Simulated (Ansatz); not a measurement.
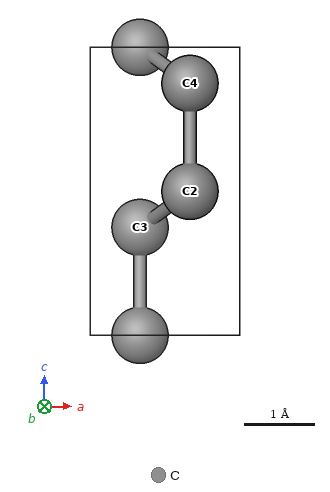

**Figure 1.** The structure as given in the input (ball-and-stick view of the cell of the calculation, along the b axis; atoms are numbered from 1 in the order of the input). An atom can appear more than once, as a periodic image. Near neighbours in the periodic cell (some may lie outside the picture): C has 4 C at 1.54 to 1.56 Å.

## Run report: C, Wannier-function calculation

The run: Wannier-function calculation of C (P6₃/mmc, 4 atoms in the cell). Method and program: maximally localised Wannier functions of HSE06 bands, plane waves, PAW, no spin polarisation (Ansatz 0.2.0).

The structure was built on a prototype by a generator. The geometry comes from this level: r2SCAN. It belongs to a series of runs on one base structure; here: valence s p on half of the atoms. Figures and captions count atoms from 1; the log counts them from 0 in places.

What the program printed
```
scf.n_extra_bands = 6 over 8 filled bands (N_el = 16.0): the run solves 14 bands
Engine: ansatz 0.2.0, x86_64-unknown-linux-gnu
Pseudopotentials: kind: paw
Pseudopotential: C, paw, valence charge 4, recommended cutoff 420 eV (normal), C.paw.azcp
Functional definition: HSE06
  parameter a = 0.25
  parameter omega = 0.11/bohr
  exchange = pbe_x - a*pbe_x_sr(omega) + a*exact_x_sr(omega)
  correlation = pbe_c
davidson cushion auto → on  (no smearing: the cushion is to keep the highest requested band from converging to the state above it; pin scf.eigensolver.cushion to override)
Crystal: 4 atoms, lattice volume = 22.622 Å³
Basis set: ecut = 420 eV, 427 PW (Γ)
Bands: 14, of which v1, the nominal top of the filled ones, is band 8 counted from 1 (7 counted from 0)
Symmetry: 24 space group operations
Space group: P63/mmc (ITA 194), of the structure as read, at distance tolerance 2.8e-5 Å
k-points: 36 of 324
Non-local potential: C, projectors of the file, l = 0: 2, l = 1: 2, l = 2: 1
PAW form: soft (Blöchl's): semilocal exchange-correlation on the pseudo side does not see the compensation charge
PAW frozen core: C, regenerated for the run's functional, and the local potential with it (the file was generated under x = pbe(κ = 0.804, μ = 0.2195149727645171), c = pbe(β = 0.06672455060314922))
PAW one-centre angular grid: C, 110 points (default); XC on 64 Gauss nodes
Initial density: superposition of atomic densities (neutral atoms: chi_scale 0, normalization atom), corrected by the library's trained network
Initial wavefunctions: pseudopotential atomic-orbital guess
Functional: x = pbe(κ = 0.804, μ = 0.2195149727645171), c = pbe(β = 0.06672455060314922), warm-up for x = pbe(κ = 0.804, μ = 0.2195149727645171) + 0.25 (exact − pbe) at short range (hse, ω = 0.20786987370883472 Å⁻¹), c = pbe(β = 0.06672455060314922); HSE06 as pw.x's `hse` composes it (authors' and Libxc's form: `xc: wpbeh`)
SCF iter   1: F=—  HF=-1003.130466 eV  |F-HF|=—  |Δ(HF+E_count)|=         —  Δρ=4.19e-3  dr2=1.98e-3  ethr=1.77e-3  ⟨swp⟩=5.2  Hψ=2372  notcnv=0
preconditioner: auto → none  [insulator: Δε(μ)=3.322 eV  Ē_g=18.301 eV  n_scr=2 (ndim 8)  ℏωp=31.2 eV  f_vac=0.000]
SCF iter   2: F=-1003.130192 eV  HF=-1003.130178 eV  |F-HF|=1.36e-5  |Δ(HF+E_count)|=   2.88e-4  Δρ=1.83e-3  dr2=2.95e-4  ethr=1.24e-5  ⟨swp⟩=3.2  Hψ=1316  notcnv=0  defer=1
SCF 1 stopped early in 2 iterations: F = -1003.130192 eV  dr2 = 2.95e-4
  greatest PAW one-centre occupation: 0.645 electrons in one spin orbital (limit 2), on the C atom at site 3 (counted from 0), in its partial waves of l = 0
Initial density: handed on by an earlier stage of this run
Initial wavefunctions: those handed on with the density
Functional: x = pbe(κ = 0.804, μ = 0.2195149727645171) + 0.25 (exact − pbe) at short range (hse, ω = 0.20786987370883472 Å⁻¹), c = pbe(β = 0.06672455060314922); HSE06 as pw.x's `hse` composes it (authors' and Libxc's form: `xc: wpbeh`)
Exchange kernel: α = 0.2500, screened, ω = 0.2079 Å⁻¹, Wigner–Seitz truncation, v(0) = 1043.6128 eV·Å³, q-mesh 9×9×4, nearest image of the exchange supercell L = 16.68 Å, pair-density grid 15×15×24, without the augmentation charges, whose exchange is taken in its separable form by FFT convolution over the k-point mesh (sized by the pseudopotential files, 15×15×30 at the most), smooth part of the exact exchange by density-matrix convolution
Frozen-core exchange: fock
SCF iter   1: F=—  HF=-1003.425153 eV  |F-HF|=—  |Δ(HF+E_count)|=         —  Δρ=1.04e-2  dr2=1.11e-2  ethr=1.84e-5  ⟨swp⟩=5.6  Hψ=2318  notcnv=0
preconditioner: auto → none  [insulator: Δε(μ)=4.296 eV  Ē_g=20.753 eV  n_scr=2 (ndim 8)  ℏωp=31.2 eV  f_vac=0.000]
SCF iter   2: F=—  HF=-1003.420766 eV  |F-HF|=—  |Δ(HF+E_count)|=   4.39e-3  Δρ=4.32e-3  dr2=1.68e-3  ethr=1.84e-5  ⟨swp⟩=3.0  Hψ=1541  notcnv=0
iter 3 solved again at ethr=3.40e-7 eV; its pass at ethr=9.32e-6 eV (dr2=5.44e-5 eV) is discarded
SCF iter   3: F=—  HF=-1003.423862 eV  |F-HF|=—  |Δ(HF+E_count)|=   3.10e-3  Δρ=9.21e-4  dr2=5.96e-5  ethr=3.40e-7  ⟨swp⟩=2.4  Hψ=2540  notcnv=0  defer=3
SCF iter   4: F=—  HF=-1003.423842 eV  |F-HF|=—  |Δ(HF+E_count)|=   1.96e-5  Δρ=1.96e-4  dr2=6.58e-6  ethr=3.40e-7  ⟨swp⟩=2.0  Hψ=1153  notcnv=0
SCF iter   5: F=-1003.423878 eV  HF=-1003.423879 eV  |F-HF|=6.62e-7  |Δ(HF+E_count)|=   3.64e-5  Δρ=8.72e-5  dr2=1.21e-6  ethr=1.74e-8  ⟨swp⟩=3.5  Hψ=1666  notcnv=0
SCF 2 stopped early in 5 iterations: F = -1003.423878 eV  dr2 = 1.21e-6
  greatest PAW one-centre occupation: 0.648 electrons in one spin orbital (limit 2), on the C atom at site 2 (counted from 0), in its partial waves of l = 0
hybrid outer 1: dexx = +4.085e-3 eV, tail = 1.99e-5 eV
Exchange kernel: α = 0.2500, screened, ω = 0.2079 Å⁻¹, Wigner–Seitz truncation, v(0) = 1043.6128 eV·Å³, q-mesh 9×9×4, nearest image of the exchange supercell L = 16.68 Å, pair-density grid 15×15×24, without the augmentation charges, whose exchange is taken in its separable form by FFT convolution over the k-point mesh (sized by the pseudopotential files, 15×15×30 at the most), smooth part of the exact exchange by density-matrix convolution
Frozen-core exchange: fock
SCF iter   1: F=—  HF=-1003.423947 eV  |F-HF|=—  |Δ(HF+E_count)|=         —  Δρ=7.52e-5  dr2=6.41e-7  ethr=6.21e-7  ⟨swp⟩=2.9  Hψ=1273  notcnv=0
preconditioner: auto → none  [insulator: Δε(μ)=4.377 eV  Ē_g=20.764 eV  n_scr=2 (ndim 8)  ℏωp=31.2 eV  f_vac=0.000]
iter 2 solved again at ethr=6.55e-11 eV; its pass at ethr=3.21e-9 eV (dr2=1.05e-8 eV) is discarded
SCF iter   2: F=-1003.423947 eV  HF=-1003.423947 eV  |F-HF|=7.95e-9  |Δ(HF+E_count)|=   1.29e-7  Δρ=1.61e-5  dr2=2.94e-8  ethr=6.55e-11  ⟨swp⟩=2.3  Hψ=2728  notcnv=0  defer=1
SCF 3 converged in 2 iterations: F = -1003.423947 eV  dr2 = 2.94e-8
  greatest PAW one-centre occupation: 0.648 electrons in one spin orbital (limit 2), on the C atom at site 3 (counted from 0), in its partial waves of l = 0
hybrid outer 2: dexx = +2.935e-7 eV, tail = 7.00e-8 eV, Δε = 2.52e-3 eV (about 1.55e-4 eV left of the loop's levels)
NSCF: frozen V_eff on 6 k-points
NSCF: frozen V_eff on 40 k-points
the Wannier pass solved 40 of the 324 points of its mesh, and has the states at the others by symmetry: states obtained by the crystal's operations at points that were solved too leave a residual of 5.26e-14 eV (read by the count's bands and the next), within 4.76e-6 eV
NSCF: frozen V_eff on 40 k-points
the Wannier pass solved 40 of the 324 points of its mesh, and has the states at the others by symmetry: states obtained by the crystal's operations at points that were solved too leave a residual of 1.52e-13 eV (read by the count's bands and the next), within 4.76e-6 eV
hybrid SCF converged: 2 outer / 7 inner (+2 warm-up), last move |dexx| = 2.93e-7 eV, tail = 7.00e-8 eV
Stability not checked: this state was not tested for a lower state beside it, because the functional holds exact exchange (a hybrid, or Hartree-Fock), whose exchange loop this test does not read (fock_operator; see scf.lower_state_search)
Free energy (F): -1003.423947 eV
Frozen-core exchange: fock
Harris-Foulkes:  -1003.423947 eV  (|F-HF|=7.95e-9)
Internal energy: -1003.423947 eV  (E = F + TS)
E sigma→0 (E₀):  -1003.423947 eV
Fermi energy:    13.051747 eV
--- Per-component energies (eV) ---
  E_band       = 46.223748
  E_kinetic    = 368.512789
  E_local      = -242.733602  (includes V_loc(G=0)·N_el)
  E_nonlocal   = 104.618728
  E_hartree    = 53.721284
  E_xc         = -157.963753
  E_vxc        = -194.099208  (∫ρ·V_xc dr)
  E_exx        = -36.623428  (= α·E_x^exact, valence–valence)
  E_paw        = -397.232586  (= ΣΔE_a)
  E_vpaw       = -24.270042  (= ΣTr[D̂ρ^β])
  E_aug_tail   = 0.000033  (compensation charges beyond the density's cutoff)
  E_ewald      = -695.654539
  E_core_change = -0.068873  (= ΣΔE_core)
  E_smearing   = -0.000000  (= −TS)
  E_closure    = 0.000000  (closes the sum)
  Σ components = -1003.423947   (vs F -1003.423947, Δ=0.00e0)
--- Band table (eV; the first three rows and the last of 36) ---
  k-point 0: bands = ["-10.8452", "-4.8437", "-1.9245", "9.6923", "9.6923", "12.5709", "13.0517", "13.0517", "19.3919", "19.3919", "19.7705", "22.6989", "24.2990", "24.2990"]
  k-point 1: bands = ["-10.3888", "-6.8577", "0.8887", "9.9681", "10.0507", "10.0507", "12.3411", "12.3411", "20.1789", "20.1789", "21.0266", "22.6201", "23.5107", "23.5107"]
  k-point 2: bands = ["-9.0334", "-9.0334", "5.3505", "5.3505", "11.0445", "11.0445", "11.0445", "11.0445", "21.8311", "21.8311", "21.8311", "21.8311", "22.2173", "22.2173"]
  k-point 35: bands = ["-1.9773", "-1.9773", "-0.7009", "-0.7009", "2.6968", "2.6968", "8.3568", "8.3568", "21.9020", "21.9020", "23.5707", "23.5707", "27.7083", "27.7083"]
Wannier search: line search 1 of at most 3000: gauge-dependent spread (as the search counts it) 3.1451199 Å², largest recent change 1.0e0 Å² and fall left 1.3e-2 Å² against conv_tol 1.0e-8 Å², 0 stops escaped
WARN: [file] a band of the set crosses the run's gap, since the projections lie in filled bands at some points and in empty ones at others. For the bands on one side, type output.wannier.disentanglement.window
```

File bands.tsv
```
# k_distance	band_0	band_1	band_2	band_3	band_4	band_5	band_6	band_7	band_8	band_9	band_10	band_11	band_12	band_13
# fermi_ev = 13.051747
# lock_threshold_ev = 1e-6
# [0, 0, 0] at k_distance = 0.000000
# [0.5, 0, 0] at k_distance = 1.449187
# [0.3333333333, 0.3333333333, 0] at k_distance = 2.285876
# [0, 0, 0.5] at k_distance = 4.121109
# [0.5, 0, 0.5] at k_distance = 5.570296
# [0.3333333333, 0.3333333333, 0.5] at k_distance = 6.406985
# levels_relative_to = fermi_ev
# free_energy_ev = -1003.423947
# largest_residual_norms_ev = 1.693e-4 1.696e-4 2.794e-4 1.279e-4 2.259e-4 2.346e-4 2.345e-4 2.621e-4 3.442e-4 3.448e-4 3.332e-4 1.112e-3 1.131e-3 4.687e-4
0.000000	-23.896929	-17.895428	-14.976200	-3.359446	-3.359446	-0.480821	-0.000000	-0.000000	6.340107	6.340107	6.718723	9.647144	11.247290	11.247290
1.449187	-18.215377	-16.153353	-12.589518	-11.038511	-10.107995	-7.056965	-6.414411	-3.445435	5.666557	9.432358	9.885958	9.943499	12.790021	14.847262
2.285876	-16.144310	-16.144310	-12.088146	-10.766339	-10.766339	-7.838323	-7.838323	-7.657369	4.377354	13.654024	13.654024	14.502228	14.502228	16.327285
4.121109	-22.085111	-22.085111	-7.701199	-7.701199	-2.007271	-2.007271	-2.007271	-2.007271	8.779319	8.779319	8.779319	8.779319	9.165513	9.165513
5.570296	-16.582997	-16.582997	-14.254672	-14.254672	-5.570936	-5.570936	-5.264925	-5.264925	7.174354	7.174354	7.826615	7.826615	14.476717	14.476717
6.406985	-15.029077	-15.029077	-13.752632	-13.752632	-10.354986	-10.354986	-4.694911	-4.694911	8.850222	8.850222	10.518938	10.518938	14.656576	14.656576
```

File v_z.tsv
```
# z_ang	v_es[eV]	v_tot[eV]
# format = ansatz-planar-average/11
# xc	hse06
# density_cutoff_ev	1680
# datasets	C=:simpson_from_first_knot:soft:fock:shift=0
# lattice	2.503195370	0.000000000	0.000000000
# lattice	-1.251597685	2.167830781	0.000000000
# lattice	0.000000000	0.000000000	4.168869285
# sites	4
# site	6	-0.000000000	1.445220521	0.000964331
# site	6	1.251597685	0.722610260	2.085398973
# site	6	-0.000000000	1.445220521	1.562361651
# site	6	1.251597685	0.722610260	3.646796293
0.000000	-4.647111e0	-1.684607e1
0.138962	-1.440259e0	-1.296020e1
0.277925	2.341866e0	-8.363794e0
0.416887	6.339023e0	-3.576196e0
0.555849	9.772483e0	5.202366e-1
0.694812	1.166045e1	2.641828e0
0.833774	1.185578e1	2.843218e0
0.972736	1.041436e1	1.264806e0
1.111698	7.292718e0	-2.432434e0
1.250661	3.341477e0	-7.164255e0
1.389623	-5.367623e-1	-1.185526e1
1.528585	-3.921899e0	-1.597660e1
1.667548	-6.360152e0	-1.888616e1
1.806510	-7.313912e0	-2.003838e1
1.945472	-6.745812e0	-1.934823e1
2.084435	-4.647111e0	-1.684607e1
2.223397	-1.440259e0	-1.296020e1
2.362359	2.341866e0	-8.363794e0
2.501322	6.339023e0	-3.576196e0
2.640284	9.772483e0	5.202366e-1
2.779246	1.166045e1	2.641828e0
2.918208	1.185578e1	2.843218e0
3.057171	1.041436e1	1.264806e0
3.196133	7.292718e0	-2.432434e0
3.335095	3.341477e0	-7.164255e0
3.474058	-5.367623e-1	-1.185526e1
3.613020	-3.921899e0	-1.597660e1
3.751982	-6.360152e0	-1.888616e1
3.890945	-7.313912e0	-2.003838e1
4.029907	-6.745812e0	-1.934823e1
```

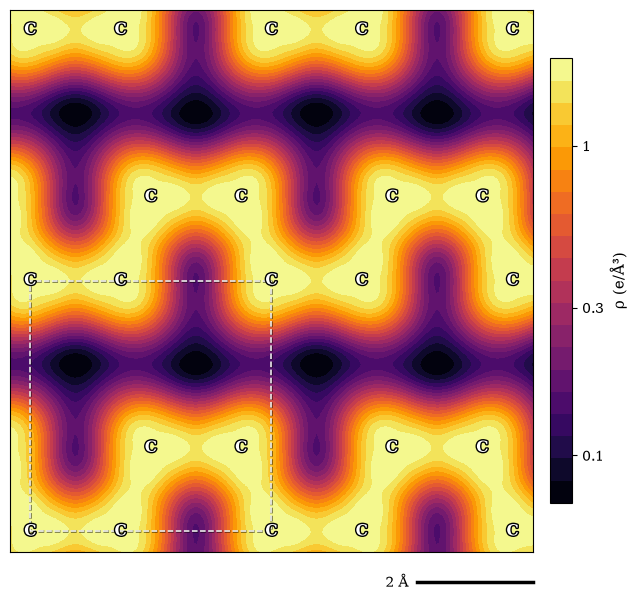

**Figure 2.** Valence electron density on the (110) plane of the conventional cell. C–C (1.54 Å): ρ is about 1.7 e/Å³ halfway. Away from the nuclei the density in this plane falls to 0.07 e/Å³ at its lowest. The fields are those of the smooth PAW valence density.

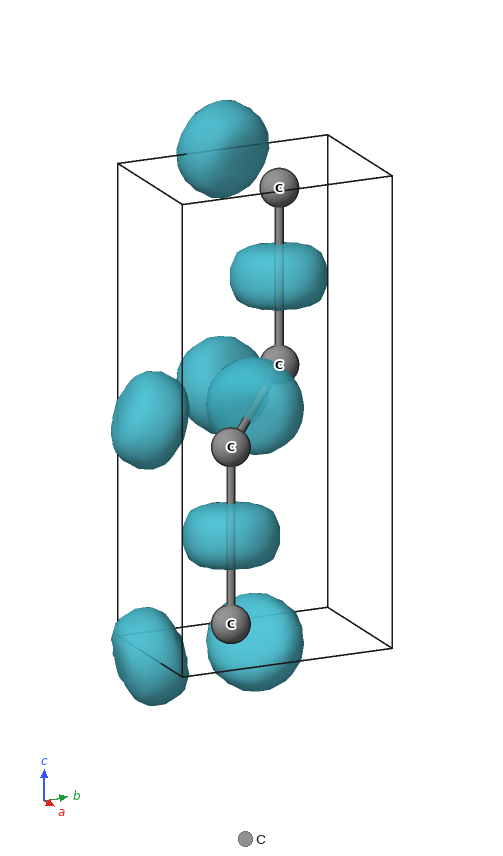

**Figure 3.** Isosurface of the ELF at 0.8 (cyan), seen slightly off an axis. Core shells and regions of very low density are left out. Sticks mark near contacts. The outline is the cell set on symmetry axes.

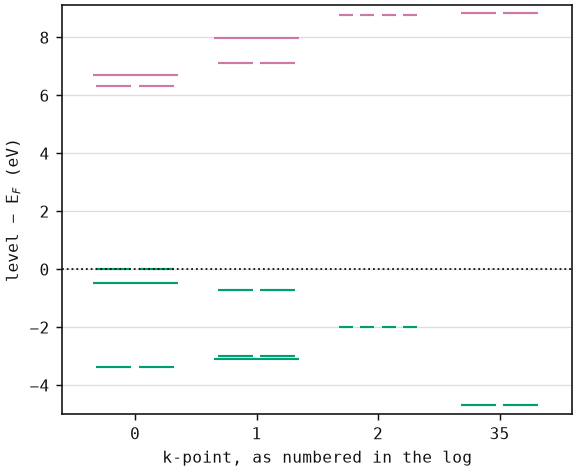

**Figure 4.** Kohn–Sham levels near the Fermi level (dotted) at the few k-points that the log prints; levels within 0.02 eV of each other stand side by side. Among these points the highest filled and lowest empty levels are 6.34 eV apart; the gap on the full mesh, 4.38 eV, has an edge at a point that isn't printed.

The run was set up as follows.

Input file
```yaml
crystal:
  lattice:
    - [2.5031953697, 0.0, 0.0]
    - [-1.2515976849, 2.1678307808, 0.0]
    - [0.0, 0.0, 4.1688692845]
  atoms:
    - { symbol: C, position: [0.3333333333, 0.6666666667, 0.0002313171] }
    - { symbol: C, position: [0.6666666667, 0.3333333333, 0.5002313171] }
    - { symbol: C, position: [0.3333333333, 0.6666666667, 0.3747686829] }
    - { symbol: C, position: [0.6666666667, 0.3333333333, 0.8747686829] }
kpoints:
  mp_grid: { grid: [9, 9, 4] }
  band_path:
    path:
      - [0.0, 0.0, 0.0]
      - [0.5, 0.0, 0.0]
      - [0.3333333333, 0.3333333333, 0.0]
      - [0.0, 0.0, 0.5]
      - [0.5, 0.0, 0.5]
      - [0.3333333333, 0.3333333333, 0.5]
    npoints: 1
hamiltonian:
  xc: hse06
scf:
  occupations: { method: fixed }
  n_extra_bands: 6
output:
  forces: false
  stress: false
  eigenvalues: true
  wannier:
    kmesh: [9, 9, 4]
    projections:
      - { site: 0, l: s, shell: 2 }
      - { site: 0, l: p, shell: 2 }
      - { site: 2, l: s, shell: 2 }
      - { site: 2, l: p, shell: 2 }
    minimise: true
    write_hr: true
    conv_tol: 1.0e-08
    max_iter: 3000
  write_density: true
  write_potential: true
  elf: true
  volumetric_format: npy
```

File wannier.win
```
! ansatz wannier90 interface
! projections by site (counted from 0) and shell: 0 2S, 0 2P, 2 2S, 2 2P
! states of the run's bands (counted from 1): combinations of 1-14
! their least projectability: 0.5481
num_bands = 8
num_wann  = 8
num_iter  = 2000
conv_tol = 1e-8
conv_window = 5
guiding_centres = true
shell_list = 2 1
write_hr = true

begin unit_cell_cart
Ang
       2.5031953697024365   2.8867437319747402e-11                      0.0
      -1.2515976848762185        2.167830780783456                      0.0
                      0.0                      0.0             4.1688692845
end unit_cell_cart

begin atoms_frac
C         0.3333333333333333       0.6666666666666666             0.0002313171
C         0.6666666666666666       0.3333333333333333             0.5002313171
C         0.3333333333333333       0.6666666666666666             0.3747686829
C         0.6666666666666666       0.3333333333333333             0.8747686829
end atoms_frac

mp_grid = 9 9 4
```

Run as:
```bash
ansatz run input.yaml --threads 4 --pin off --max-ram 3686MiB --backend cpu --events-out ev --progress --plain --runs-dir out
```

Summary

```tsv
quantity	value
outcome	converged
space group (tolerance 0.01 Å)	P6₃/mmc (194)
electrons treated	16
free energy	−1003.4239 eV
total spread of the Wannier functions	9.721 Å²
Fermi energy	13.052 eV
gap on the k-point mesh	4.38 eV
hardware	4 threads of Intel Xeon (Granite Rapids), 16 GiB of memory available, shared host
wall time	49 s (CPU time 2.9 min)
peak memory	0.76 GiB
```
